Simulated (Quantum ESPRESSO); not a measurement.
# PbS: band-structure run (part 1 of 3)

- system: PbS (Cmcm, 4 atoms in the cell)
- method: Kohn-Sham DFT of a periodic cell, N12, PseudoDojo 0.4.1 SR PBE standard, no spin polarisation (Quantum ESPRESSO 7.5)

The structure derives from a Materials Project entry.

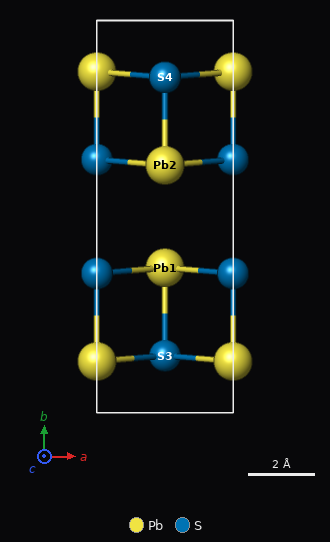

The structure as given in the input (ball-and-stick view of the cell 2 times as large as that of the calculation, set on its symmetry axes, along the c axis; atoms are numbered from 1 in the order of the input).

### Results in brief

```json
{"quantity": "outcome", "value": "converged"}
{"quantity": "space group (tolerance 0.01 Å)", "value": "Cmcm (63)"}
{"quantity": "electrons treated", "value": "40"}
{"quantity": "free energy", "value": "−4454.9042 eV"}
{"quantity": "Fermi energy of the self-consistent step", "value": "8.400 eV"}
{"quantity": "gap on the k-point mesh", "value": "1.29 eV"}
{"quantity": "gap on the band path", "value": "1.17 eV"}
{"quantity": "pressure", "value": "−0.56 GPa"}
{"quantity": "largest force (length of the vector)", "value": "0.079 eV/Å"}
{"quantity": "hardware", "value": "1 thread of Intel Xeon @ 2.70GHz, 189 GiB of memory available, shared host"}
{"quantity": "wall time", "value": "6.5 min"}
{"quantity": "peak memory", "value": "0.22 GiB"}
```

Further notes kept with the run: potentials made for another functional. Points of doubt noted for this run: potentials made for another functional. Spin–orbit coupling is left out, which matters for Pb.

### Input
```
&CONTROL
  calculation = 'scf'
  prefix = 'pwscf'
  outdir = './tmp'
  pseudo_dir = './pseudo'
  tprnfor = .true.
  tstress = .true.
  disk_io = 'low'
/
&SYSTEM
  ibrav = 0
  celldm(1) = 8
  nat = 4
  ntyp = 2
  ecutwfc = 56
  nbnd = 28
  input_dft = 'XC-000I-000I-082L-080L-000I-000I'
  occupations = 'smearing'
  smearing = 'fd'
  degauss = 0.00367493
/
&ELECTRONS
  conv_thr = 8d-10
  electron_maxstep = 120
  mixing_beta = 0.5
/
ATOMIC_SPECIES
Pb   207.2000 Pb.upf
S     32.0600 S.upf
CELL_PARAMETERS alat
  0.4913176182159  -1.4152387757724   0.0000000000000
  0.4913176182159   1.4152387757724   0.0000000000000
  0.0000000000000   0.0000000000000   1.0108430719970
ATOMIC_POSITIONS crystal
Pb     0.1305633500    0.8694366500    0.2500000000
Pb     0.8694366500    0.1305633500    0.7500000000
S      0.3547970900    0.6452029100    0.2500000000
S      0.6452029100    0.3547970900    0.7500000000
K_POINTS automatic
7 7 6 0 0 0
```

### File bands.in
```
&CONTROL
  calculation = 'bands'
  prefix = 'pwscf'
  outdir = './tmp'
  pseudo_dir = './pseudo'
  disk_io = 'low'
  verbosity = 'high'
/
&SYSTEM
  ibrav = 0
  celldm(1) = 8
  nat = 4
  ntyp = 2
  ecutwfc = 56
  nbnd = 28
  input_dft = 'XC-000I-000I-082L-080L-000I-000I'
  occupations = 'smearing'
  smearing = 'fd'
  degauss = 0.00367493
/
&ELECTRONS
  conv_thr = 1d-08
  electron_maxstep = 120
  mixing_beta = 0.5
  diago_full_acc = .true.
  startingwfc = 'random'
/
ATOMIC_SPECIES
Pb   207.2000 Pb.upf
S     32.0600 S.upf
CELL_PARAMETERS alat
  0.4913176182159  -1.4152387757724   0.0000000000000
  0.4913176182159   1.4152387757724   0.0000000000000
  0.0000000000000   0.0000000000000   1.0108430719970
ATOMIC_POSITIONS crystal
Pb     0.1305633500    0.8694366500    0.2500000000
Pb     0.8694366500    0.1305633500    0.7500000000
S      0.3547970900    0.6452029100    0.2500000000
S      0.6452029100    0.3547970900    0.7500000000
K_POINTS crystal
60
 0.0000000000  0.0000000000  0.0000000000 1
 0.0466884040  0.0466884040  0.0000000000 1
 0.0933768081  0.0933768081  0.0000000000 1
 0.1400652121  0.1400652121  0.0000000000 1
 0.1867536161  0.1867536161  0.0000000000 1
 0.2334420202  0.2334420202  0.0000000000 1
 0.2801304242  0.2801304242  0.0000000000 1
 0.0000000000  0.5000000000  0.0000000000 1
 0.0000000000  0.5000000000  0.1000000000 1
 0.0000000000  0.5000000000  0.2000000000 1
 0.0000000000  0.5000000000  0.3000000000 1
 0.0000000000  0.5000000000  0.4000000000 1
 0.0000000000  0.5000000000  0.5000000000 1
 0.2801304242  0.2801304242  0.5000000000 1
 0.2334420202  0.2334420202  0.5000000000 1
 0.1867536161  0.1867536161  0.5000000000 1
 0.1400652121  0.1400652121  0.5000000000 1
 0.0933768081  0.0933768081  0.5000000000 1
 0.0466884040  0.0466884040  0.5000000000 1
 0.0000000000  0.0000000000  0.5000000000 1
 0.0000000000  0.0000000000  0.4166666667 1
 0.0000000000  0.0000000000  0.3333333333 1
 0.0000000000  0.0000000000  0.2500000000 1
 0.0000000000  0.0000000000  0.1666666667 1
 0.0000000000  0.0000000000  0.0833333333 1
 0.0000000000  0.0000000000  0.0000000000 1
-0.1250000000  0.1250000000  0.0000000000 1
-0.2500000000  0.2500000000  0.0000000000 1
-0.3750000000  0.3750000000  0.0000000000 1
-0.5000000000  0.5000000000  0.0000000000 1
-0.4560260848  0.5439739152  0.0000000000 1
-0.4120521697  0.5879478303  0.0000000000 1
-0.3680782545  0.6319217455  0.0000000000 1
-0.3241043394  0.6758956606  0.0000000000 1
-0.2801304242  0.7198695758  0.0000000000 1
-0.2801304242  0.7198695758  0.0833333333 1
-0.2801304242  0.7198695758  0.1666666667 1
-0.2801304242  0.7198695758  0.2500000000 1
-0.2801304242  0.7198695758  0.3333333333 1
-0.2801304242  0.7198695758  0.4166666667 1
-0.2801304242  0.7198695758  0.5000000000 1
-0.3167753535  0.6832246465  0.5000000000 1
-0.3534202828  0.6465797172  0.5000000000 1
-0.3900652121  0.6099347879  0.5000000000 1
-0.4267101414  0.5732898586  0.5000000000 1
-0.4633550707  0.5366449293  0.5000000000 1
-0.5000000000  0.5000000000  0.5000000000 1
-0.5000000000  0.5000000000  0.4285714286 1
-0.5000000000  0.5000000000  0.3571428571 1
-0.5000000000  0.5000000000  0.2857142857 1
-0.5000000000  0.5000000000  0.2142857143 1
-0.5000000000  0.5000000000  0.1428571429 1
-0.5000000000  0.5000000000  0.0714285714 1
-0.5000000000  0.5000000000  0.0000000000 1
 0.0000000000  0.0000000000  0.5000000000 1
-0.1000000000  0.1000000000  0.5000000000 1
-0.2000000000  0.2000000000  0.5000000000 1
-0.3000000000  0.3000000000  0.5000000000 1
-0.4000000000  0.4000000000  0.5000000000 1
-0.5000000000  0.5000000000  0.5000000000 1
```

Run as:
```bash
OMP_NUM_THREADS=1 pw.x -in pw.in > pw.out
OMP_NUM_THREADS=1 pw.x -in bands.in > bands.out
```

### Output
```
This program is part of the open-source Quantum ESPRESSO suite
     for quantum simulation of materials; please cite
         "P. Giannozzi et al., J. Phys.:Condens. Matter 21 395502 (2009);
         "P. Giannozzi et al., J. Phys.:Condens. Matter 29 465901 (2017);
         "P. Giannozzi et al., J. Chem. Phys. 152 154105 (2020);
          URL
     in publications or presentations arising from this work. More details at

     IMPORTANT: XC functional enforced from input :
     Exchange-correlation= XC-000I-000I-082L-080L-000I-000I
                           (   0   0  82  80   0   0   0)
     Any further DFT definition will be discarded
     Please, verify this is what you really want

     Message from routine setup:
     using ibrav=0 with symmetry is DISCOURAGED, use correct ibrav instead

     G-vector sticks info
     --------------------
     sticks:   dense  smooth     PW     G-vecs:    dense   smooth      PW
     Sum        1583    1583    483                40777    40777    6883

     Using Slab Decomposition

     bravais-lattice index     =            0
     lattice parameter (alat)  =       8.0000  a.u.
     unit-cell volume          =     719.7402 (a.u.)^3
     number of atoms/cell      =            4
     number of atomic types    =            2
     number of electrons       =        40.00
     number of Kohn-Sham states=           28
     kinetic-energy cutoff     =      56.0000  Ry
     charge density cutoff     =     224.0000  Ry
     scf convergence threshold =      8.0E-10
     mixing beta               =       0.5000
     number of iterations used =            8  plain     mixing
     Exchange-correlation= XC-000I-000I-082L-080L-000I-000I
                           (   0   0  82  80   0   0   0)

     celldm(1)=   8.000000  celldm(2)=   0.000000  celldm(3)=   0.000000
     celldm(4)=   0.000000  celldm(5)=   0.000000  celldm(6)=   0.000000

     crystal axes: (cart. coord. in units of alat)
               a(1) = (   0.491318  -1.415239   0.000000 )
               a(2) = (   0.491318   1.415239   0.000000 )
               a(3) = (   0.000000   0.000000   1.010843 )

     reciprocal axes: (cart. coord. in units 2 pi/alat)
               b(1) = (  1.017672 -0.353297  0.000000 )
               b(2) = (  1.017672  0.353297 -0.000000 )
               b(3) = ( -0.000000  0.000000  0.989273 )

     PseudoPot. # 1 for Pb read from file:
     Pb.upf
     Pseudo is Norm-conserving + core correction, Zval = 14.0
     Generated using ONCVPSP code by D. R. Hamann
     Using radial grid of 1678 points,  6 beta functions with:
                l(1) =   0
                l(2) =   0
                l(3) =   1
                l(4) =   1
                l(5) =   2
                l(6) =   2

     PseudoPot. # 2 for S  read from file:
     S.upf
     Pseudo is Norm-conserving + core correction, Zval =  6.0
     Generated using ONCVPSP code by D. R. Hamann
     Using radial grid of 1146 points,  6 beta functions with:
                l(1) =   0
                l(2) =   0
                l(3) =   1
                l(4) =   1
                l(5) =   2
                l(6) =   2

     atomic species   valence    mass     pseudopotential
     Pb               14.00   207.20000     Pb( 1.00)
     S                 6.00    32.06000     S ( 1.00)

      8 Sym. Ops., with inversion, found ( 4 have fractional translation)

   Cartesian axes

     site n.     atom                  positions (alat units)
         1        Pb     tau(   1) = (   0.4913176   1.0456821   0.2527108  )
         2        Pb     tau(   2) = (   0.4913176  -1.0456821   0.7581323  )
         3        S      tau(   3) = (   0.4913176   0.4109936   0.2527108  )
         4        S      tau(   4) = (   0.4913176  -0.4109936   0.7581323  )

     number of k points=    64  Fermi-Dirac smearing, width (Ry)=  0.0037
                       cart. coord. in units 2pi/alat
        k(    1) = (   0.0000000   0.0000000   0.0000000), wk =   0.0068027
        k(    2) = (   0.0000000   0.0000000   0.1648789), wk =   0.0136054
        k(    3) = (   0.0000000   0.0000000   0.3297577), wk =   0.0136054
        k(    4) = (   0.0000000   0.0000000  -0.4946366), wk =   0.0068027
        k(    5) = (   0.1453817   0.0504710   0.0000000), wk =   0.0272109
        k(    6) = (   0.1453817   0.0504710   0.1648789), wk =   0.0544218
        k(    7) = (   0.1453817   0.0504710   0.3297577), wk =   0.0544218
        k(    8) = (   0.1453817   0.0504710  -0.4946366), wk =   0.0272109
        k(    9) = (   0.2907633   0.1009421   0.0000000), wk =   0.0272109
        k(   10) = (   0.2907633   0.1009421   0.1648789), wk =   0.0544218
        k(   11) = (   0.2907633   0.1009421   0.3297577), wk =   0.0544218
        k(   12) = (   0.2907633   0.1009421  -0.4946366), wk =   0.0272109
        k(   13) = (   0.4361450   0.1514131   0.0000000), wk =   0.0272109
        k(   14) = (   0.4361450   0.1514131   0.1648789), wk =   0.0544218
        k(   15) = (   0.4361450   0.1514131   0.3297577), wk =   0.0544218
        k(   16) = (   0.4361450   0.1514131  -0.4946366), wk =   0.0272109
        k(   17) = (   0.2907633   0.0000000   0.0000000), wk =   0.0136054
        k(   18) = (   0.2907633   0.0000000   0.1648789), wk =   0.0272109
        k(   19) = (   0.2907633   0.0000000   0.3297577), wk =   0.0272109
        k(   20) = (   0.2907633   0.0000000  -0.4946366), wk =   0.0136054
        k(   21) = (   0.4361450   0.0504710   0.0000000), wk =   0.0272109
        k(   22) = (   0.4361450   0.0504710   0.1648789), wk =   0.0544218
        k(   23) = (   0.4361450   0.0504710   0.3297577), wk =   0.0544218
        k(   24) = (   0.4361450   0.0504710  -0.4946366), wk =   0.0272109
        k(   25) = (   0.5815266   0.1009421   0.0000000), wk =   0.0272109
        k(   26) = (   0.5815266   0.1009421   0.1648789), wk =   0.0544218
        k(   27) = (   0.5815266   0.1009421   0.3297577), wk =   0.0544218
        k(   28) = (   0.5815266   0.1009421  -0.4946366), wk =   0.0272109
        k(   29) = (  -0.2907633  -0.2018842   0.0000000), wk =   0.0272109
        k(   30) = (  -0.2907633  -0.2018842   0.1648789), wk =   0.0544218
        k(   31) = (  -0.2907633  -0.2018842   0.3297577), wk =   0.0544218
        k(   32) = (  -0.2907633  -0.2018842  -0.4946366), wk =   0.0272109
        k(   33) = (  -0.1453817  -0.1514131   0.0000000), wk =   0.0272109
        k(   34) = (  -0.1453817  -0.1514131   0.1648789), wk =   0.0544218
        k(   35) = (  -0.1453817  -0.1514131   0.3297577), wk =   0.0544218
        k(   36) = (  -0.1453817  -0.1514131  -0.4946366), wk =   0.0272109
        k(   37) = (  -0.0000000  -0.1009421   0.0000000), wk =   0.0136054
        k(   38) = (  -0.0000000  -0.1009421   0.1648789), wk =   0.0272109
        k(   39) = (  -0.0000000  -0.1009421   0.3297577), wk =   0.0272109
        k(   40) = (  -0.0000000  -0.1009421  -0.4946366), wk =   0.0136054
        k(   41) = (   0.5815266   0.0000000   0.0000000), wk =   0.0136054
        k(   42) = (   0.5815266   0.0000000   0.1648789), wk =   0.0272109
        k(   43) = (   0.5815266   0.0000000   0.3297577), wk =   0.0272109
        k(   44) = (   0.5815266   0.0000000  -0.4946366), wk =   0.0136054
        k(   45) = (   0.7269083   0.0504710   0.0000000), wk =   0.0272109
        k(   46) = (   0.7269083   0.0504710   0.1648789), wk =   0.0544218
        k(   47) = (   0.7269083   0.0504710   0.3297577), wk =   0.0544218
        k(   48) = (   0.7269083   0.0504710  -0.4946366), wk =   0.0272109
        k(   49) = (  -0.1453817  -0.2523552   0.0000000), wk =   0.0272109
        k(   50) = (  -0.1453817  -0.2523552   0.1648789), wk =   0.0544218
        k(   51) = (  -0.1453817  -0.2523552   0.3297577), wk =   0.0544218
        k(   52) = (  -0.1453817  -0.2523552  -0.4946366), wk =   0.0272109
        k(   53) = (  -0.0000000  -0.2018842   0.0000000), wk =   0.0136054
        k(   54) = (  -0.0000000  -0.2018842   0.1648789), wk =   0.0272109
        k(   55) = (  -0.0000000  -0.2018842   0.3297577), wk =   0.0272109
        k(   56) = (  -0.0000000  -0.2018842  -0.4946366), wk =   0.0136054
        k(   57) = (   0.8722900  -0.0000000   0.0000000), wk =   0.0136054
        k(   58) = (   0.8722900  -0.0000000   0.1648789), wk =   0.0272109
        k(   59) = (   0.8722900  -0.0000000   0.3297577), wk =   0.0272109
        k(   60) = (   0.8722900  -0.0000000  -0.4946366), wk =   0.0136054
        k(   61) = (  -0.0000000  -0.3028262   0.0000000), wk =   0.0136054
        k(   62) = (  -0.0000000  -0.3028262   0.1648789), wk =   0.0272109
        k(   63) = (  -0.0000000  -0.3028262   0.3297577), wk =   0.0272109
        k(   64) = (  -0.0000000  -0.3028262  -0.4946366), wk =   0.0136054

     Dense  grid:    40777 G-vectors     FFT dimensions: (  60,  60,  40)

     WARNING: libxc functional with ID   82 depends
      on external parameters: check the user_guide of
      QE if you need to modify them or to check their
      default values.

     WARNING: libxc functional with ID   80 depends
      on external parameters: check the user_guide of
      QE if you need to modify them or to check their
      default values.

     Initial potential from superposition of free atoms

     starting charge      39.9956, renormalised to      40.0000
     Starting wfcs are   26 randomized atomic wfcs +    2 random wfcs

     Self-consistent Calculation

     iteration #  1     ecut=    56.00 Ry     beta= 0.50
     Davidson diagonalization with overlap
     ethr =  1.00E-02,  avg # of iterations =  7.2

     Threshold (ethr) on eigenvalues was too large:
     Diagonalizing with lowered threshold

     Davidson diagonalization with overlap
     ethr =  8.40E-04,  avg # of iterations =  1.7

     total energy              =    -327.33051851 Ry
     estimated scf accuracy    <       0.32640545 Ry

     iteration #  2     ecut=    56.00 Ry     beta= 0.50
     Davidson diagonalization with overlap
     ethr =  8.16E-04,  avg # of iterations =  2.0

     total energy              =    -327.41714166 Ry
     estimated scf accuracy    <       0.05664140 Ry

     iteration #  3     ecut=    56.00 Ry     beta= 0.50
     Davidson diagonalization with overlap
     ethr =  1.42E-04,  avg # of iterations =  3.1

     total energy              =    -327.42862220 Ry
     estimated scf accuracy    <       0.00329221 Ry

     iteration #  4     ecut=    56.00 Ry     beta= 0.50
     Davidson diagonalization with overlap
     ethr =  8.23E-06,  avg # of iterations =  6.2

     total energy              =    -327.42928099 Ry
     estimated scf accuracy    <       0.00078728 Ry

     iteration #  5     ecut=    56.00 Ry     beta= 0.50
     Davidson diagonalization with overlap
     ethr =  1.97E-06,  avg # of iterations =  2.2

     total energy              =    -327.42940243 Ry
     estimated scf accuracy    <       0.00002106 Ry

     iteration #  6     ecut=    56.00 Ry     beta= 0.50
     Davidson diagonalization with overlap
     ethr =  5.26E-08,  avg # of iterations =  2.8

     total energy              =    -327.42941588 Ry
     estimated scf accuracy    <       0.00000390 Ry

     iteration #  7     ecut=    56.00 Ry     beta= 0.50
     Davidson diagonalization with overlap
     ethr =  9.76E-09,  avg # of iterations =  3.0

     total energy              =    -327.42941949 Ry
     estimated scf accuracy    <       0.00000067 Ry

     iteration #  8     ecut=    56.00 Ry     beta= 0.50
     Davidson diagonalization with overlap
     ethr =  1.68E-09,  avg # of iterations =  2.0

     total energy              =    -327.42942030 Ry
     estimated scf accuracy    <       0.00000007 Ry

     iteration #  9     ecut=    56.00 Ry     beta= 0.50
     Davidson diagonalization with overlap
     ethr =  1.72E-10,  avg # of iterations =  3.9

     total energy              =    -327.42942080 Ry
     estimated scf accuracy    <       0.00000001 Ry

     iteration # 10     ecut=    56.00 Ry     beta= 0.50
     Davidson diagonalization with overlap
     ethr =  3.48E-11,  avg # of iterations =  3.3

     total energy              =    -327.42942094 Ry
     estimated scf accuracy    <          9.7E-09 Ry

     iteration # 11     ecut=    56.00 Ry     beta= 0.50
     Davidson diagonalization with overlap
     ethr =  2.42E-11,  avg # of iterations =  3.0

     End of self-consistent calculation

          k = 0.0000 0.0000 0.0000 (  5093 PWs)   bands (ev):

    -8.8460  -8.7523  -8.7476  -8.7373  -8.7091  -8.6969  -8.6932  -8.6889
    -8.6787  -8.6390  -5.1437  -3.3857   0.9120   1.8505   3.6778   4.9577
     5.5063   6.2195   6.3954   7.3377  12.4738  12.6387  12.7011  13.3804
    13.6245  13.6623  13.9073  14.8786

          k = 0.0000 0.0000 0.1649 (  5105 PWs)   bands (ev):

    -8.8309  -8.7535  -8.7475  -8.7269  -8.7081  -8.7078  -8.7032  -8.6789
    -8.6730  -8.6487  -4.9888  -3.3910   0.5316   1.4853   3.8422   5.3604
     5.7042   6.3828   6.7320   7.1679  11.8736  12.0113  12.1920  12.6416
    13.0327  13.2298  13.9095  15.5924

          k = 0.0000 0.0000 0.3298 (  5111 PWs)   bands (ev):

    -8.7994  -8.7597  -8.7357  -8.7241  -8.7241  -8.7077  -8.6956  -8.6720
    -8.6715  -8.6682  -4.5563  -3.5296   0.0194   0.7178   4.3630   5.7560
     6.2215   6.7257   7.0646   7.4280  10.4304  10.5618  10.9235  11.5826
    12.8219  12.8514  15.4822  16.6877

          k = 0.0000 0.0000-0.4946 (  5100 PWs)   bands (ev):

    -8.7743  -8.7743  -8.7311  -8.7311  -8.7104  -8.7104  -8.6903  -8.6903
    -8.6679  -8.6679  -3.9769  -3.9769   0.0905   0.0905   5.1366   5.1366
     6.7386   6.7386   7.6798   7.6798   9.6850   9.6850  10.6612  10.6612
    12.8069  12.8069  17.5005  17.5005

          k = 0.1454 0.0505 0.0000 (  5106 PWs)   bands (ev):

    -8.8352  -8.7474  -8.7456  -8.7281  -8.7100  -8.7030  -8.6957  -8.6927
    -8.6806  -8.6409  -5.0149  -3.3924   0.6529   1.5132   3.8862   5.1384
     5.6653   6.4962   6.5793   7.3089  11.2251  12.5146  12.5647  12.7941
    13.0414  13.4433  14.1903  15.2844

          k = 0.1454 0.0505 0.1649 (  5109 PWs)   bands (ev):

    -8.8238  -8.7505  -8.7442  -8.7209  -8.7161  -8.7070  -8.7020  -8.6844
    -8.6762  -8.6493  -4.8613  -3.3899   0.4389   1.2800   4.0552   4.7912
     5.9529   6.3960   7.2172   7.2530  10.7707  11.2447  12.0557  12.6719
    13.0909  13.4073  14.8900  15.7867

          k = 0.1454 0.0505 0.3298 (  5098 PWs)   bands (ev):

    -8.8014  -8.7629  -8.7369  -8.7278  -8.7209  -8.7022  -8.6944  -8.6807
    -8.6745  -8.6627  -4.4391  -3.4974   0.0967   0.7078   4.5350   4.9608
     5.9834   6.3651   7.1312   7.3895  10.1273  10.4931  11.8561  12.2312
    12.5755  13.0099  15.9757  16.4826

          k = 0.1454 0.0505-0.4946 (  5098 PWs)   bands (ev):

    -8.7819  -8.7819  -8.7324  -8.7324  -8.7100  -8.7100  -8.6869  -8.6869
    -8.6685  -8.6685  -3.8935  -3.8935   0.1785   0.1785   5.1409   5.1409
     6.0548   6.0548   6.9589   6.9589  10.4662  10.4662  11.5638  11.5638
    12.6750  12.6750  16.9755  16.9755

          k = 0.2908 0.1009 0.0000 (  5088 PWs)   bands (ev):
```
